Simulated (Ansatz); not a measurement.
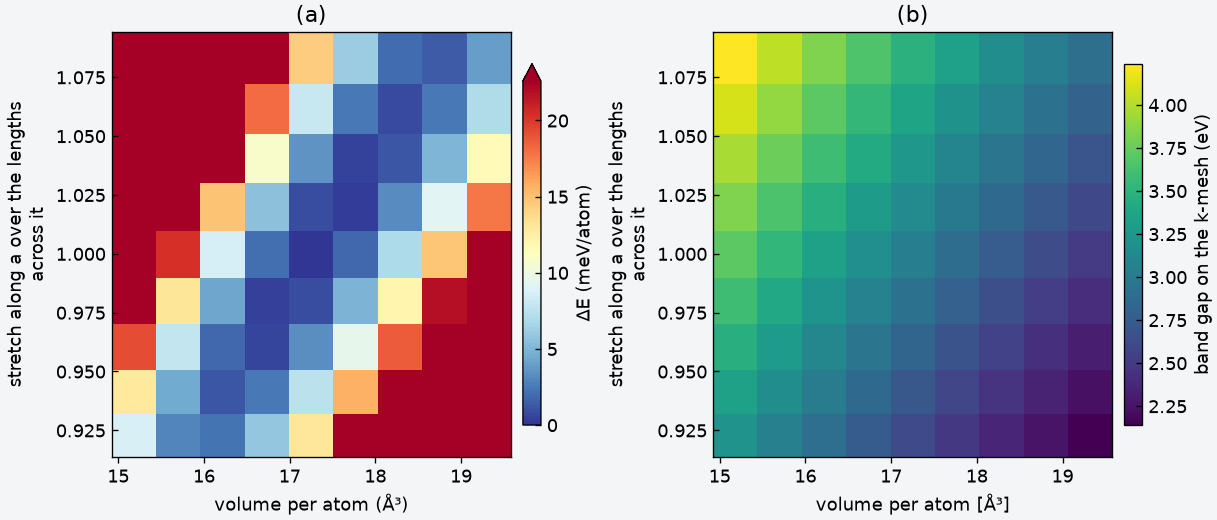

F (C2/c, No. 15; 4 atoms in the cell). The energy is mapped over volume and the cell's shape. Coordinates scanned: (1) volume per atom; (2) stretch along a over the lengths across it, relative to the relaxed cell. Nothing is relaxed (fractional coordinates fixed). The grid has 9 × 9 points. Points are written as (first, second). Energies are in meV/atom, from the lowest grid point. Method: Ansatz, DFT PBE+D3(BJ), scalar-relativistic, plane waves, PAW. Settings: cutoff 520 eV, k-mesh 8×8×4 in the order of the run's cell vectors, gaussian smearing 0.05 eV, no spin polarisation.

Panel (a) is the energy and panel (b) the computed band gap on the k-mesh on the same grid.

Drawn: one coloured cell a grid point, one colour for all values above the top of the scale.

Q: How does the band gap on the k-mesh vary over the map, and what is it at the lowest grid point?

A: It runs from 2.14 eV at (19.32 Å³, 0.923) to 4.24 eV at (15.18 Å³, 1.083). At the lowest grid point, (17.25 Å³, 1.000), it is 3.03 eV.

```tsv
second ↓, first →	15.18	15.70	16.22	16.73	17.25	17.77	18.29	18.80	19.32
1.083	4.24	4.03	3.83	3.65	3.48	3.32	3.17	3.03	2.90
1.062	4.10	3.90	3.71	3.53	3.37	3.21	3.06	2.93	2.80
1.041	3.97	3.77	3.58	3.41	3.25	3.10	2.96	2.82	2.70
1.020	3.84	3.64	3.46	3.29	3.14	2.99	2.85	2.72	2.60
1.000	3.71	3.52	3.34	3.18	3.03	2.88	2.75	2.62	2.50
0.980	3.58	3.40	3.23	3.07	2.92	2.78	2.65	2.52	2.41
0.961	3.46	3.28	3.11	2.96	2.81	2.68	2.55	2.43	2.32
0.942	3.34	3.17	3.00	2.85	2.71	2.58	2.45	2.34	2.23
0.923	3.22	3.05	2.89	2.75	2.61	2.48	2.36	2.25	2.14
```
